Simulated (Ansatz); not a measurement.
# Geometry relaxation, with input and output: HfSiO4 (part 1 of 2)

HfSiO4 (I4₁/amd, 12 atoms in the cell), computed with DFT PBE, scalar-relativistic, plane waves, PAW, no spin polarisation (Ansatz 0.2.0).

The structure derives from a Materials Project entry. Figures and captions count atoms from 1; the log counts them from 0 in places.

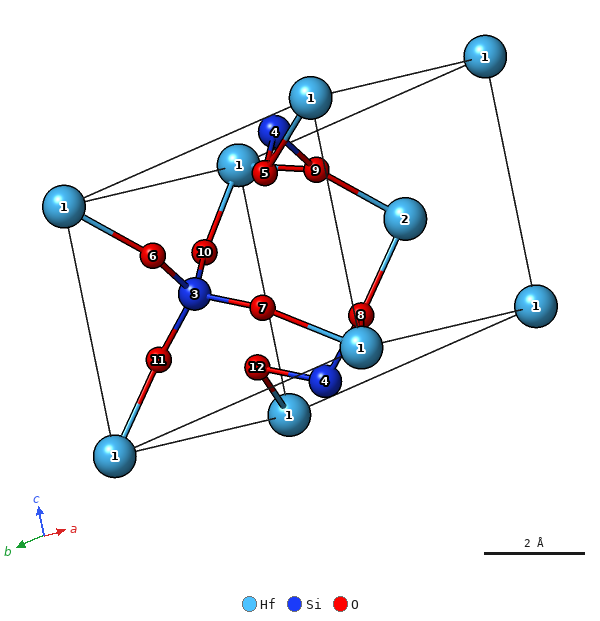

Figure 1. The starting structure (ball-and-stick view of the cell of the calculation, seen at an oblique angle; atoms are numbered from 1 in the order of the input).

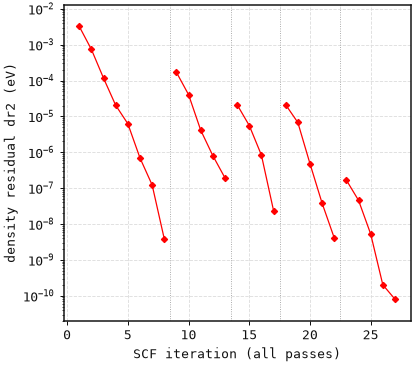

Figure 2. Convergence of the self-consistent field: density residual dr2 against the SCF iteration. The dotted lines part the SCF passes of the relaxation: geometry steps, rejected trials and re-solves on a re-selected basis. The 5 passes take 4 to 8 iterations each, 27 in all.

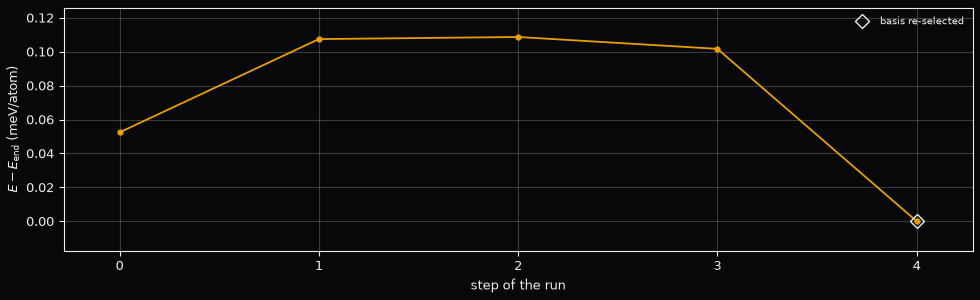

Figure 3. Progress of the relaxation, step by step (the first geometry is step 0 here and step 1 in the log). The atoms keep their places relative to the cell (all moves are under 0.005 Å). After 3 geometry steps the energy has risen by next to nothing (0.0 meV per atom). Largest force component: 0.022 eV/Å at the start, 0.0016 eV/Å at the end. The pressure goes from 0.38 to 0.00 GPa. A last SCF at the same geometry on a re-selected plane-wave basis shifts the energy by −0.1 meV per atom.

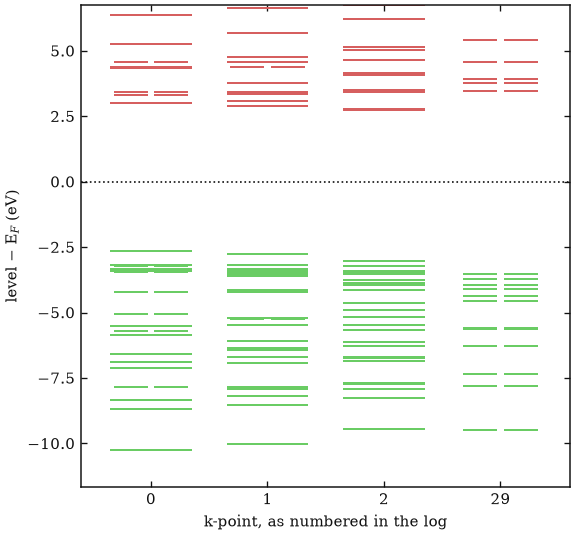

Figure 4. Kohn–Sham levels near the Fermi level (dotted) at the few k-points that the log prints; levels within 0.02 eV of each other stand side by side. Among these points the highest filled and lowest empty levels are 5.42 eV apart; the gap on the full mesh, 5.33 eV, has an edge at a point that isn't printed.

The input that produced these results follows, with the program's output.

Input
```yaml
crystal:
  lattice:
    - [-3.3197545263, 3.3197545263, 3.0062646184]
    - [3.3197545263, -3.3197545263, 3.0062646184]
    - [3.3197545263, 3.3197545263, -3.0062646184]
  atoms:
    - { symbol: Hf, position: [0.0, 0.0, 0.0] }
    - { symbol: Hf, position: [0.75, 0.25, 0.5] }
    - { symbol: Si, position: [0.25, 0.75, 0.5] }
    - { symbol: Si, position: [0.5, 0.5, 0.0] }
    - { symbol: O, position: [0.1347960297, 0.319312353, 0.8154836766] }
    - { symbol: O, position: [0.069312353, 0.7538286764, 0.6845163234] }
    - { symbol: O, position: [0.069312353, 0.3847960297, 0.3154836766] }
    - { symbol: O, position: [0.5038286764, 0.319312353, 0.1845163234] }
    - { symbol: O, position: [0.680687647, 0.4961713236, 0.8154836766] }
    - { symbol: O, position: [0.6152039703, 0.930687647, 0.6845163234] }
    - { symbol: O, position: [0.2461713236, 0.930687647, 0.3154836766] }
    - { symbol: O, position: [0.680687647, 0.8652039703, 0.1845163234] }
basis:
  ecutwfc: 420
kpoints:
  mp_grid: { grid: [6, 6, 6] }
hamiltonian:
  xc: pbe
scf:
  occupations: { method: gaussian, width: 0.02 }
output:
  forces: true
  stress: true
  eigenvalues: true
relax:
  adjacent_minimum: "off"
  f_tol: 0.005
  max_steps: 80
  cell: { stress_tol: 0.05 }
```

Launched with:
```bash
ansatz run input.yaml --threads 8 --pin off --max-ram 16384MiB --backend cpu --events-out ev --progress --plain --runs-dir out
```

What the program printed
```
Engine: ansatz 0.2.0, aarch64-unknown-linux-gnu
Pseudopotentials: kind: paw
Pseudopotential: Hf, paw, valence charge 26, recommended cutoff 420 eV (normal), Hf.paw.azcp
Pseudopotential: Si, paw, valence charge 4, recommended cutoff 420 eV (normal), Si.paw.azcp
Pseudopotential: O, paw, valence charge 6, recommended cutoff 420 eV (normal), O.paw.azcp
Functional definition: PBE
  parameter kappa = 0.804
  parameter beta = 0.06672455060314922
  exchange = pbe_x(kappa = kappa, mu = beta*pi^2/3)
  correlation = pbe_c(beta = beta)
Crystal: 12 atoms, lattice volume = 132.525 Å³
Basis set: ecut = 420 eV, 2547 PW (Γ), exchange–correlation on 80×80×80 points (8 copies of the dense FFT grid, shifted against one another)
Bands: 66, of which v1, the nominal top of the filled ones, is band 54 counted from 1 (53 counted from 0)
Symmetry: 16 space group operations
Space group: I41/amd (ITA 141), of the structure as read, at distance tolerance 5.1e-5 Å
k-points: 30 of 216
Non-local potential: Hf, projectors of the file, l = 0: 3, l = 1: 2, l = 2: 2, l = 3: 3
Non-local potential: Si, projectors of the file, l = 0: 2, l = 1: 2, l = 2: 2
Non-local potential: O, projectors of the file, l = 0: 2, l = 1: 2, l = 2: 1
PAW form: soft (Blöchl's): semilocal exchange-correlation on the pseudo side does not see the compensation charge
PAW one-centre angular grid: Hf, 590 points (default); XC on 64 Gauss nodes
PAW one-centre angular grid: Si, 110 points (default); XC on 64 Gauss nodes
PAW one-centre angular grid: O, 110 points (default); XC on 64 Gauss nodes
Initial density: superposition of atomic densities (neutral atoms: chi_scale 0, normalization atom), corrected by the library's trained network
Initial wavefunctions: pseudopotential atomic-orbital guess
Functional: x = pbe(κ = 0.804, μ = 0.2195149727645171), c = pbe(β = 0.06672455060314922)
SCF iter   1: F=—  HF=-37271.744063 eV  |F-HF|=—  |Δ(HF+E_count)|=         —  Δρ=1.96e-3  dr2=3.22e-3  ethr=1.77e-3  ⟨swp⟩=6.1  Hψ=7777  notcnv=0  defer=12
preconditioner: auto → Resta (q_TF=auto, 2.637 Å⁻¹)  ε∞=4.5  [insulator: Δε(μ)=5.310 eV  Ē_g=17.493 eV  σ=0.020 eV  W_gap=1.00  n_scr=42 (ndim 8)  ℏωp=32.9 eV  f_vac=0.051  D(μ)=0.00/eV (n_scr^D=0)  ε∞_Penn≈4.5]
SCF iter   2: F=—  HF=-37271.746222 eV  |F-HF|=—  |Δ(HF+E_count)|=   2.16e-3  Δρ=1.08e-3  dr2=7.35e-4  ethr=2.98e-6  ⟨swp⟩=2.0  Hψ=4077  notcnv=0  defer=117
SCF iter   3: F=—  HF=-37271.747039 eV  |F-HF|=—  |Δ(HF+E_count)|=   8.18e-4  Δρ=2.80e-4  dr2=1.16e-4  ethr=6.80e-7  ⟨swp⟩=2.0  Hψ=3372  notcnv=0  defer=117
SCF iter   4: F=—  HF=-37271.747082 eV  |F-HF|=—  |Δ(HF+E_count)|=   4.21e-5  Δρ=1.12e-4  dr2=2.04e-5  ethr=1.07e-7  ⟨swp⟩=2.1  Hψ=3436  notcnv=0  defer=117
SCF iter   5: F=—  HF=-37271.747103 eV  |F-HF|=—  |Δ(HF+E_count)|=   2.19e-5  Δρ=5.38e-5  dr2=6.24e-6  ethr=1.89e-8  ⟨swp⟩=2.5  Hψ=3181  notcnv=0  defer=117
SCF iter   6: F=—  HF=-37271.747104 eV  |F-HF|=—  |Δ(HF+E_count)|=   3.36e-7  Δρ=2.43e-5  dr2=6.94e-7  ethr=5.77e-9  ⟨swp⟩=2.0  Hψ=3475  notcnv=0  defer=117
SCF iter   7: F=—  HF=-37271.747104 eV  |F-HF|=—  |Δ(HF+E_count)|=   2.53e-7  Δρ=1.08e-5  dr2=1.23e-7  ethr=6.42e-10  ⟨swp⟩=2.0  Hψ=3238  notcnv=0  defer=117
SCF iter   8: F=-37271.747104 eV  HF=-37271.747104 eV  |F-HF|=2.70e-9  |Δ(HF+E_count)|=   2.24e-8  Δρ=1.79e-6  dr2=3.85e-9  ethr=9.26e-11  ⟨swp⟩=9.7  Hψ=7524  notcnv=0
SCF 1 converged in 8 iterations: F = -37271.747104 eV  dr2 = 3.85e-9
  greatest PAW one-centre occupation: 0.999 electrons in one spin orbital (limit 2), on the Hf atom at site 1 (counted from 0), in its partial waves of l = 0
relax step   1: F+E_penalty+E_count = -37271.74710404 eV  Δ(F+E_penalty+E_count) = +0.000e0 eV  max|allowed force component| = 2.167e-2 eV/Å  Δτ_max = 0.0000 Å  P = +0.379 GPa  Ω = 132.525 Å³  (8 SCF iters, dr2 threshold 1.00e-7 eV, accepted)
Crystal: 12 atoms, lattice volume = 132.760 Å³
Initial density: handed on by an earlier stage of this run
Initial wavefunctions: those handed on with the density
iter 1 solved again at ethr=1.94e-7 eV; its pass at ethr=3.10e-3 eV (dr2=2.10e-4 eV) is discarded
SCF iter   1: F=—  HF=-37271.746479 eV  |F-HF|=—  |Δ(HF+E_count)|=         —  Δρ=2.87e-4  dr2=1.70e-4  ethr=1.94e-7  ⟨swp⟩=2.2  Hψ=7695  notcnv=0
preconditioner: auto → Resta (q_TF=auto, 2.636 Å⁻¹)  ε∞=4.5  [insulator: Δε(μ)=5.328 eV  Ē_g=17.485 eV  σ=0.020 eV  W_gap=1.00  n_scr=42 (ndim 8)  ℏωp=32.9 eV  f_vac=0.054  D(μ)=0.00/eV (n_scr^D=0)  ε∞_Penn≈4.5]
SCF iter   2: F=—  HF=-37271.746457 eV  |F-HF|=—  |Δ(HF+E_count)|=   2.23e-5  Δρ=1.32e-4  dr2=4.05e-5  ethr=1.58e-7  ⟨swp⟩=2.7  Hψ=3296  notcnv=0
SCF iter   3: F=—  HF=-37271.746446 eV  |F-HF|=—  |Δ(HF+E_count)|=   1.10e-5  Δρ=5.09e-5  dr2=4.14e-6  ethr=3.75e-8  ⟨swp⟩=2.0  Hψ=2842  notcnv=0
SCF iter   4: F=—  HF=-37271.746444 eV  |F-HF|=—  |Δ(HF+E_count)|=   1.28e-6  Δρ=2.33e-5  dr2=8.05e-7  ethr=3.83e-9  ⟨swp⟩=2.0  Hψ=3600  notcnv=0
SCF iter   5: F=-37271.746444 eV  HF=-37271.746445 eV  |F-HF|=2.60e-7  |Δ(HF+E_count)|=   3.53e-7  Δρ=1.29e-5  dr2=1.93e-7  ethr=4.32e-10  ⟨swp⟩=6.3  Hψ=8165  notcnv=0
SCF 2 converged in 5 iterations: F = -37271.746444 eV  dr2 = 1.93e-7
relax step   2: F+E_penalty+E_count = -37271.74644441 eV  Δ(F+E_penalty+E_count) = +6.596e-4 eV  max|allowed force component| = 2.960e-2 eV/Å  Δτ_max = 0.0011 Å  P = +0.023 GPa  Ω = 132.760 Å³  energy of the carried Pulay correction = -1.070e-3 eV  (5 SCF iters, dr2 threshold 4.67e-7 eV, accepted)
Crystal: 12 atoms, lattice volume = 132.799 Å³
iter 1 solved again at ethr=1.88e-8 eV; its pass at ethr=3.10e-3 eV (dr2=2.03e-5 eV) is discarded
SCF iter   1: F=—  HF=-37271.746414 eV  |F-HF|=—  |Δ(HF+E_count)|=         —  Δρ=1.48e-4  dr2=2.12e-5  ethr=1.88e-8  ⟨swp⟩=2.0  Hψ=7642  notcnv=0
preconditioner: auto → Resta (q_TF=auto, 2.636 Å⁻¹)  ε∞=4.5  [insulator: Δε(μ)=5.324 eV  Ē_g=17.485 eV  σ=0.020 eV  W_gap=1.00  n_scr=42 (ndim 8)  ℏωp=32.9 eV  f_vac=0.054  D(μ)=0.00/eV (n_scr^D=0)  ε∞_Penn≈4.5]
SCF iter   2: F=—  HF=-37271.746429 eV  |F-HF|=—  |Δ(HF+E_count)|=   1.54e-5  Δρ=7.71e-5  dr2=5.58e-6  ethr=1.88e-8  ⟨swp⟩=2.2  Hψ=2763  notcnv=0
SCF iter   3: F=—  HF=-37271.746429 eV  |F-HF|=—  |Δ(HF+E_count)|=   7.46e-7  Δρ=2.83e-5  dr2=8.35e-7  ethr=5.17e-9  ⟨swp⟩=2.0  Hψ=2662  notcnv=0
SCF iter   4: F=-37271.746429 eV  HF=-37271.746429 eV  |F-HF|=1.20e-8  |Δ(HF+E_count)|=   1.22e-7  Δρ=5.35e-6  dr2=2.37e-8  ethr=5.07e-11  ⟨swp⟩=3.5  Hψ=8894  notcnv=0
SCF 3 converged in 4 iterations: F = -37271.746429 eV  dr2 = 2.37e-8
relax step   3: F+E_penalty+E_count = -37271.74642853 eV  Δ(F+E_penalty+E_count) = +1.588e-5 eV  max|allowed force component| = 1.235e-2 eV/Å  Δτ_max = 0.0011 Å  P = -0.043 GPa  Ω = 132.799 Å³  energy of the carried Pulay correction = -1.250e-3 eV  (4 SCF iters, dr2 threshold 5.47e-8 eV, accepted)
Crystal: 12 atoms, lattice volume = 132.794 Å³
iter 1 solved again at ethr=1.79e-8 eV; its pass at ethr=3.10e-3 eV (dr2=1.93e-5 eV) is discarded
SCF iter   1: F=—  HF=-37271.746504 eV  |F-HF|=—  |Δ(HF+E_count)|=         —  Δρ=1.32e-4  dr2=2.11e-5  ethr=1.79e-8  ⟨swp⟩=2.0  Hψ=6739  notcnv=0
preconditioner: auto → Resta (q_TF=auto, 2.636 Å⁻¹)  ε∞=4.5  [insulator: Δε(μ)=5.326 eV  Ē_g=17.486 eV  σ=0.020 eV  W_gap=1.00  n_scr=42 (ndim 8)  ℏωp=32.9 eV  f_vac=0.054  D(μ)=0.00/eV (n_scr^D=0)  ε∞_Penn≈4.5]
SCF iter   2: F=—  HF=-37271.746515 eV  |F-HF|=—  |Δ(HF+E_count)|=   1.17e-5  Δρ=7.61e-5  dr2=6.78e-6  ethr=1.79e-8  ⟨swp⟩=1.0  Hψ=1980  notcnv=0
SCF iter   3: F=—  HF=-37271.746514 eV  |F-HF|=—  |Δ(HF+E_count)|=   1.85e-6  Δρ=2.16e-5  dr2=4.82e-7  ethr=6.28e-9  ⟨swp⟩=2.0  Hψ=3135  notcnv=0
SCF iter   4: F=—  HF=-37271.746513 eV  |F-HF|=—  |Δ(HF+E_count)|=   3.40e-7  Δρ=6.40e-6  dr2=3.80e-8  ethr=4.46e-10  ⟨swp⟩=2.0  Hψ=3594  notcnv=0
SCF iter   5: F=-37271.746513 eV  HF=-37271.746513 eV  |F-HF|=1.48e-9  |Δ(HF+E_count)|=   9.58e-9  Δρ=1.87e-6  dr2=4.09e-9  ethr=8.82e-12  ⟨swp⟩=4.9  Hψ=7385  notcnv=0
SCF 4 converged in 5 iterations: F = -37271.746513 eV  dr2 = 4.09e-9
relax step   4: F+E_penalty+E_count = -37271.74651322 eV  Δ(F+E_penalty+E_count) = -8.469e-5 eV  max|allowed force component| = 1.633e-3 eV/Å  Δτ_max = 0.0011 Å  P = -0.019 GPa  Ω = 132.794 Å³  energy of the carried Pulay correction = -1.227e-3 eV  (5 SCF iters, dr2 threshold 9.53e-9 eV, accepted)
Initial wavefunctions: pseudopotential atomic-orbital guess (no wavefunctions were taken with the density)
iter 1 solved again at ethr=3.53e-7 eV; its pass at ethr=3.10e-3 eV (dr2=3.81e-4 eV) is discarded
SCF iter   1: F=—  HF=-37271.747658 eV  |F-HF|=—  |Δ(HF+E_count)|=         —  Δρ=5.64e-5  dr2=1.67e-7  ethr=3.53e-7  ⟨swp⟩=3.1  Hψ=13529  notcnv=0
eigensolver tolerance schedule: the retry pair's looser diagonalisation over-reported the residual by 2277.14 of it (diagonalisation noise at 0.35 of the residual, at the tolerance the schedule requests for it); recorded, not acted on — ethr = c·dr2/N_el stays at c = 1.0e-1
preconditioner: auto → Resta (q_TF=auto, 2.636 Å⁻¹)  ε∞=4.5  [insulator: Δε(μ)=5.327 eV  Ē_g=17.486 eV  σ=0.020 eV  W_gap=1.00  n_scr=42 (ndim 8)  ℏωp=32.9 eV  f_vac=0.054  D(μ)=0.00/eV (n_scr^D=0)  ε∞_Penn≈4.5]
SCF iter   2: F=—  HF=-37271.747719 eV  |F-HF|=—  |Δ(HF+E_count)|=   6.02e-5  Δρ=2.83e-5  dr2=4.58e-8  ethr=1.55e-10  ⟨swp⟩=2.0  Hψ=3587  notcnv=0
SCF iter   3: F=—  HF=-37271.747731 eV  |F-HF|=—  |Δ(HF+E_count)|=   1.27e-5  Δρ=9.83e-6  dr2=5.27e-9  ethr=4.24e-11  ⟨swp⟩=2.0  Hψ=2695  notcnv=0
SCF iter   4: F=—  HF=-37271.747733 eV  |F-HF|=—  |Δ(HF+E_count)|=   1.67e-6  Δρ=4.47e-7  dr2=2.02e-10  ethr=4.88e-12  ⟨swp⟩=2.0  Hψ=3360  notcnv=0
SCF iter   5: F=-37271.747733 eV  HF=-37271.747733 eV  |F-HF|=5.24e-10  |Δ(HF+E_count)|=  3.35e-10  Δρ=2.83e-7  dr2=8.04e-11  ethr=1.00e-12  ⟨swp⟩=4.4  Hψ=7110  notcnv=0
SCF 5 converged in 5 iterations: F = -37271.747733 eV  dr2 = 8.04e-11
```
